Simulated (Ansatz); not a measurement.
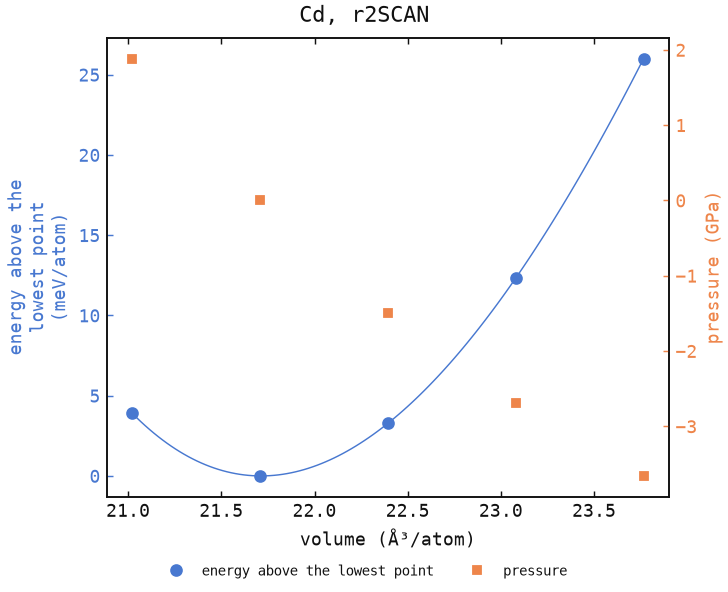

Plotted: energy above the lowest point and pressure against volume for Cd, space group Fm-3m (No. 225) (one of a set of cubic test structures, which need not be the stable phase).

Calculation (Ansatz 0.2.0 development build): equation of state of a cubic crystal from periodic Kohn-Sham density functional theory without spin, third-order Birch-Murnaghan fit to the free energies; pressure corrected for the finite basis. Level: r2SCAN.

structure type fcc; atoms in cell 1; space group number 225; lattice centring face-centred primitive; k mesh 13×13×13; occupation method Fermi–Dirac; occupation width 0.1 eV; wave cutoff 700 eV; datasets hard PAW; density tolerance 1e−09 eV; bands 14; density cutoff ratio 4; search for lower states default; xc grid level 2.

Q: Give the fitted equation-of-state parameters.

A: A third-order Birch–Murnaghan fit gives V0 = 21.71 Å³/atom, B0 = 52.8 GPa and B′ = 5.9.

Q: What does the pressure do across the range?

A: It falls from 1.882 GPa at volume 21.02 Å³/atom to −3.659 GPa at 23.77 Å³/atom, and changes sign near 21.71 Å³/atom.

Caveats: cubic model structure, not the ambient form; pseudopotentials made with PBE, not this functional.
